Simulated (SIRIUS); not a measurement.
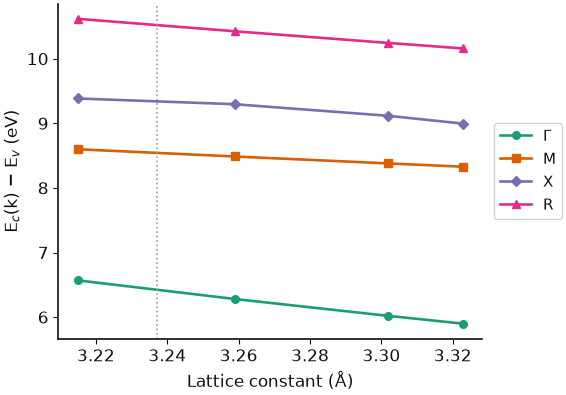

Lowest conduction level at each named k point, counted from the valence-band top at M. One run is left out (dotted line).

System: CsCl-type KF, space group Pm-3m, 2 atoms in the cell. The cell is scaled uniformly. Method: PBE, all-electron FP-LAPW, no spin polarisation, no spin-orbit coupling, 8×8×8 k mesh, Fermi-Dirac smearing of 0.05 eV (SIRIUS 7.12.0).

| cell | Γ (eV) | M (eV) | X (eV) | R (eV) |
| --- | --- | --- | --- | --- |
| a = 3.215 Å | 6.57 | 8.60 | 9.38 | 10.62 |
| a = 3.259 Å | 6.28 | 8.49 | 9.29 | 10.42 |
| a = 3.302 Å | 6.02 | 8.38 | 9.12 | 10.24 |
| a = 3.323 Å | 5.90 | 8.33 | 9.00 | 10.16 |

What does the missing run, at a = 3.237 Å, give?

Fits through the other points against the logarithm of the volume give 6.42 eV at Γ (a straight line), 8.54 eV at M (a straight line), 9.35 eV at X (a parabola) and 10.52 eV at R (a straight line). The run itself gives 6.42, 8.54, 9.34 and 10.52 eV, within 0.01 eV of the estimates.

Which of these conduction levels is lowest, and does that change?

The lowest is the one at Γ, over the whole range, so among these points the gap stays indirect.

What are the deformation potentials dE/d ln V?

Straight lines against ln V have slopes of −6.7 eV at Γ, −2.7 eV at M, −3.9 eV at X and −4.6 eV at R. The points bend away from straight lines by up to 0.04 eV, so these are means over the range.

LDA, GGA and most meta-GGA functionals understate gaps. The usual form of KF is rocksalt.
